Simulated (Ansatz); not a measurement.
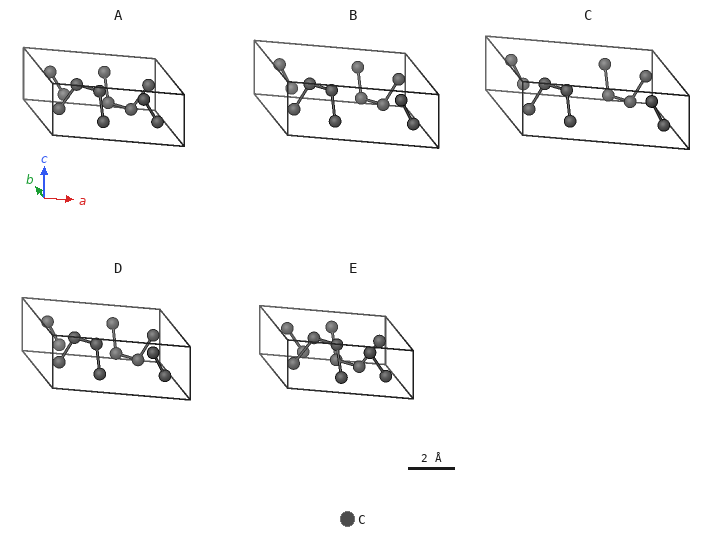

5 geometries from one relaxation of a crystal of C (a generated structure, set up in P-31m) (coarse preliminary run), in shuffled order. A ball-and-stick model of the cell of the calculation, seen slightly off an axis.

The calculation used Ansatz, DFT PBE, scalar-relativistic, plane waves, PAW. (plane-wave cutoff 420 eV; k-point mesh 3 × 3 × 8; occupations gaussian; smearing width 0.1 eV; no spin polarisation; cell and atoms relaxed; force threshold 0.04 eV/Å; at most 70 steps)

Question: Put them in the order of the run, from the start to the converged end.

Answer: E, A, D, B, C. They are steps 0, 2, 4, 9, 17, at +2468 meV per atom, +723 meV per atom, +171 meV per atom, +21.3 meV per atom relative to the last. The energy falls by 2468 meV per atom in 14 accepted moves (17 points after the start). Largest force component: 6.8 eV/Å at the start, 0.0075 eV/Å at the end. Pressure: 135.48 GPa at the start and 0.20 GPa at the end. At 3 points the geometry stayed and the basis and grid were re-selected for the new cell (energy shift of 64.3 meV per atom at most each time). The largest moves relative to the cell, 1.06 Å, are those of C atoms. The drawn cell changes as follows: a = b 5.852 → 7.757 Å (+32.6 %), c 2.216 → 2.462 Å (+11.1 %); the volume changes by +95.2 %. Among the contacts that change: C–C 1.642 → 3.993 Å, C–C 1.981 → 4.210 Å, C–C 1.829 → 3.993 Å, C–C 1.571 → 1.430 Å. Bonds break: C–C (1.64 → 3.99 Å). Among the angles between lasting bonds that change: C–C–C 98.4° → 118.8°, C–C–C 127.4° → 116.2°, C–C–C 121.4° → 116.2°. The space group (tolerance 0.01 Å) goes from P-31m (No. 162) to P6_3/mcm (No. 193). The run took 60 s on 1 thread of Arm Neoverse V2, with other jobs on the host, peak memory 0.38 GiB.
